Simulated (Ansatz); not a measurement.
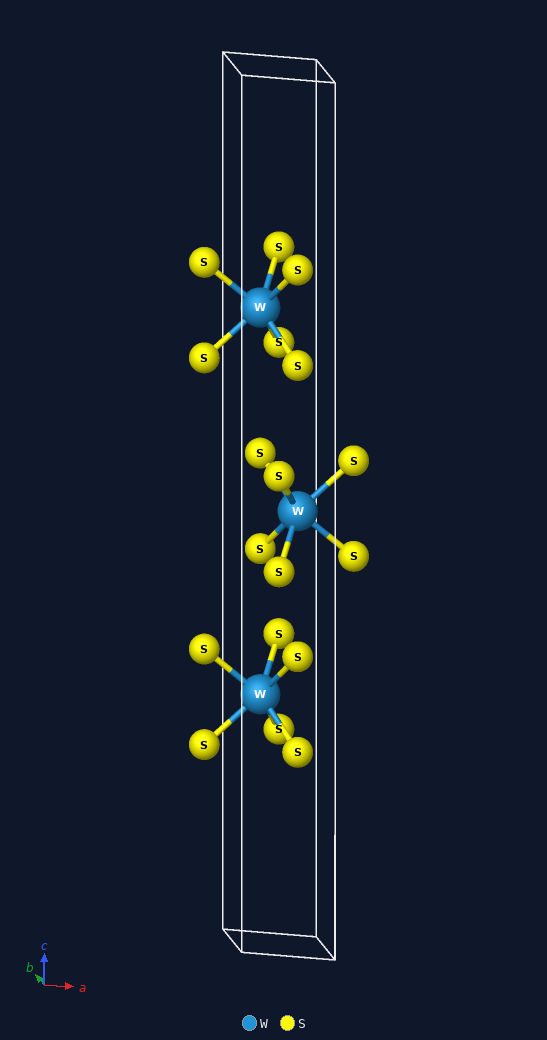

Crystal structure, ball-and-stick style, seen from the side at a slight tilt. The edges of the simulation cell are marked. Some neighbours outside the box are added.

WS2, a = 3.15 Å, b = 3.15 Å, c = 28.78 Å, α = 90.00°, β = 90.00°, γ = 120.00°.

All computed values are from DFT PBEsol, scalar-relativistic, plane waves, PAW (Ansatz). Settings: a plane-wave cutoff of 420 eV, the zone sampled with 12×12×1 points, Gaussian smearing of 0.02 eV, no spin polarisation.

**How large a gap does the method give, if there is one?**

A semiconductor at this level, with a gap of 1.33 eV on the k-mesh (the true edges may lie between mesh points, so the gap can be somewhat smaller).

Its origin is a structure listed in the Materials Project. The cell was then strained or its atoms displaced on purpose. The atoms were relaxed in a fixed cell with DFT PBEsol, scalar-relativistic, plane waves, PAW in Ansatz.
